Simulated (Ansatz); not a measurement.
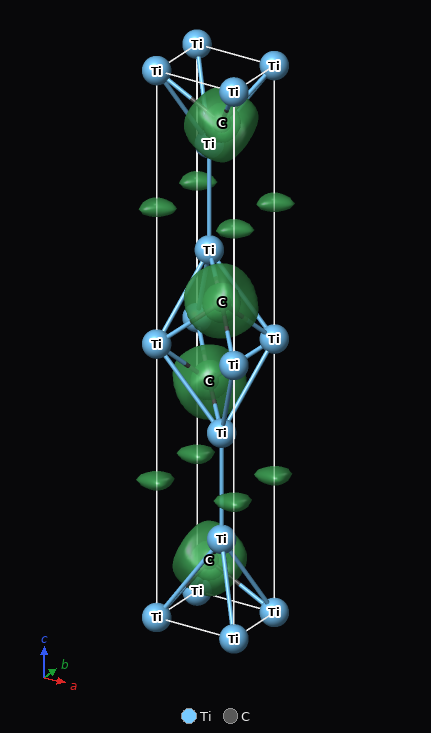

The picture shows: Ti3C2. Isosurface of the ELF at 0.7 (green), seen slightly off an axis. Core shells and regions of very low density are left out. Sticks mark near contacts.

Space group P6₃/mmc; a structure from a database of computed crystals, not necessarily the ambient phase; changed on purpose from its base cell (biaxial strain in the a-b plane, c and atoms relaxed: +4.0 %); computed pressure about −10 GPa in this cell; computed without spin polarisation.

Level of theory: DFT r2SCAN, scalar-relativistic, plane waves, PAW in Ansatz.

Core electrons are frozen (PAW), and the valence fields are smoothed inside the atomic spheres.

Input

```
crystal:
  lattice:
    - [3.1866091905, 0.0, 0.0]
    - [-1.5933045952, 2.7596845109, 0.0]
    - [0.0, 0.0, 14.7556737588]
  atoms:
    - { symbol: Ti, position: [0.3333333333, 0.6666666667, 0.8456217157] }
    - { symbol: Ti, position: [0.6666666667, 0.3333333333, 0.3456217157] }
    - { symbol: Ti, position: [0.6666666667, 0.3333333333, 0.1543782843] }
    - { symbol: Ti, position: [0.3333333333, 0.6666666667, 0.6543782843] }
    - { symbol: Ti, position: [0.0, 0.0, 0.0] }
    - { symbol: Ti, position: [0.0, 0.0, 0.5] }
    - { symbol: C, position: [0.6666666667, 0.3333333333, 0.9141414531] }
    - { symbol: C, position: [0.3333333333, 0.6666666667, 0.4141414531] }
    - { symbol: C, position: [0.6666666667, 0.3333333333, 0.5858585469] }
    - { symbol: C, position: [0.3333333333, 0.6666666667, 0.0858585469] }
basis:
  ecutwfc: 500
kpoints:
  mp_grid: { grid: [12, 12, 4] }
hamiltonian:
  xc: r2scan
scf:
  occupations: { method: gaussian, width: 0.1 }
output:
  forces: true
  stress: true
  eigenvalues: true
  write_density: true
  write_potential: true
  elf: true
  volumetric_format: npy
relax:
  adjacent_minimum: "off"
  f_tol: 0.008
  max_steps: 40
  cell: { stress_tol: 0.015, fix: [a, b, gamma] }
```

Launched as:

```sh
ansatz run input.yaml --threads 2 --pin off --max-ram 5120MiB --backend cpu --events-out ev --progress --plain --runs-dir out
```

Below, planes, directions and counts refer to the conventional cell (a = 3.19 Å, b = 3.19 Å, c = 14.99 Å, α = 90.00°, β = 90.00°, γ = 120.00°).

The fields are those of the run's last geometry, not of the input's.

Identify the bonds, lone pairs and shells in this picture.

Answer. At this value the surface marks out four regions wrapped around C (the valence shell of each) and two pockets between the atoms, centred on no nucleus (multi-centre or interstitial), counted in one cell of 10 atoms. Regions shared between cells count once.

Values along the shortest contacts:
Ti–C (2.10 Å): the ELF peaks at about 0.80 in the valence shell of C, 0.7 Å from its nucleus, and is about 0.30 at the midpoint. Ti–Ti (2.91 Å): the ELF is about 0.10 at the midpoint: no localised pair shows between them.

Does the calculation give a band gap?

Answer. It is metallic or semimetallic at this level of theory: no gap opens.
